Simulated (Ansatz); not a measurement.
System: Gd, space group Fm-3m (No. 225) (one of a set of cubic test structures, which need not be the stable phase).

Calculation (Ansatz 0.2.0 development build): equation of state of a cubic crystal from periodic Kohn-Sham density functional theory without spin; pressure corrected for the finite basis. Level: r2SCAN.

structure type fcc; atoms in cell 1; space group number 225; lattice centring face-centred primitive; k mesh 12×12×12; occupation method Fermi–Dirac; occupation width 0.1 eV; wave cutoff 500 eV; datasets soft-1 PAW; density tolerance 1e−07 eV; bands 16; density cutoff ratio 4; search for lower states default.

Describe the result: the energy above the lowest point and pressure against volume. The volume takes the values 25.73, 26.56, 27.40, 28.24, 29.08 Å³/atom.

The energy above the lowest point falls from 164 meV/atom at volume 25.73 Å³/atom to 0 meV/atom at 29.08 Å³/atom. The pressure falls from 10.432 GPa at volume 25.73 Å³/atom to 5.660 GPa at 29.08 Å³/atom.

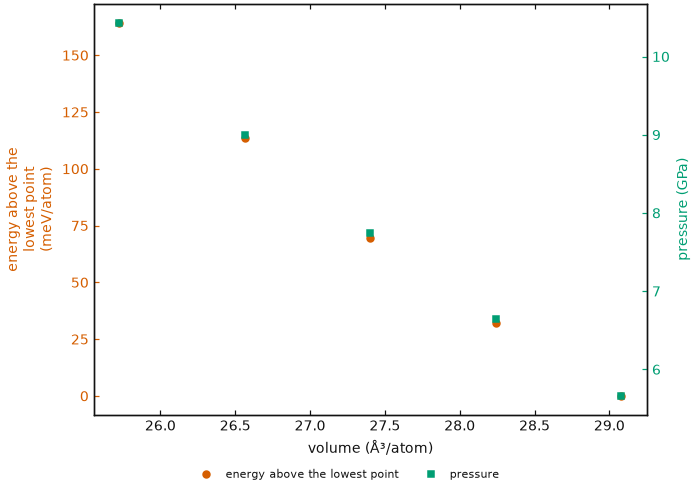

Keep in mind: cubic model structure, not the ambient form; modest k-mesh, values are not fully converged in k; open f shell treated without spin; open f shell, state may not be the lowest; the volumes run don't bracket the minimum of the energy, so any equilibrium value is extrapolated.
